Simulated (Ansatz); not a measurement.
Nb

The calculation's input:

```
crystal:
  lattice:
    - [4.5923967846, 0.0, 0.0]
    - [-2.2961983923, 3.9771322797, 0.0]
    - [0.0, 0.0, 2.5243165846]
  atoms:
    - { symbol: Nb, position: [0.0, 0.0, 0.0] }
    - { symbol: Nb, position: [0.3333333333, 0.6666666667, 0.5] }
    - { symbol: Nb, position: [0.6666666667, 0.3333333333, 0.5] }
hamiltonian:
  xc: lda
  pseudopotentials:
    kind: paw
    azcp:
      Nb: "pseudopotentials/Nb.paw.azcp"
basis:
  ecutwfc: 420
  fft_grid_basis: typed
kpoints:
  mp_grid: { grid: [9, 9, 13], shift: [0, 0, 0] }
magnetization:
  spin_polarized: false
scf:
  occupations: { method: fermi_dirac, width: 0.1 }
  lower_state_search: "off"
output:
  stress: true
  write_density: true
  write_potential: true
  elf: true
  volumetric_format: npy
```

Below, planes, directions and counts refer to the conventional cell (a = 4.59 Å, b = 4.59 Å, c = 2.52 Å, α = 90.00°, β = 90.00°, γ = 120.00°).

Space group P6/mmm; set up as Nb, omega (AlB2-type); a generated structure, not necessarily the stable one; changed on purpose from its base cell (volume × 0.88); computed pressure about 30 GPa in this cell; computed without spin polarisation.

All numbers below come from Ansatz, DFT, LDA (PW92), plane waves (420 eV) with PAW, scalar-relativistic.

What will maps of the valence pseudo-density and electron localisation function show?

Answer. Nb–Nb (2.52 Å): the density is about 0.52 e/Å³ at the midpoint; the ELF is about 0.25 at the midpoint (no shared electron pair shows on this line).

Does the calculation give a band gap?

Answer. It is metallic or semimetallic at this level of theory: no gap opens.

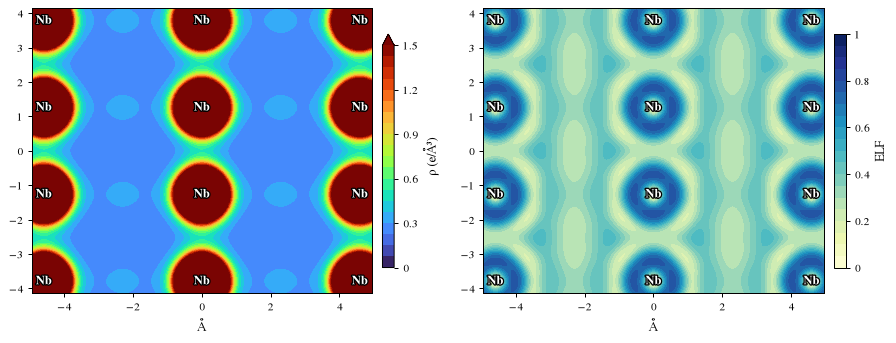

Computed valence pseudo-density and electron localisation function on the (100) plane of the conventional cell, in this order. 

Core electrons are frozen (PAW), and the valence fields are smoothed inside the atomic spheres.
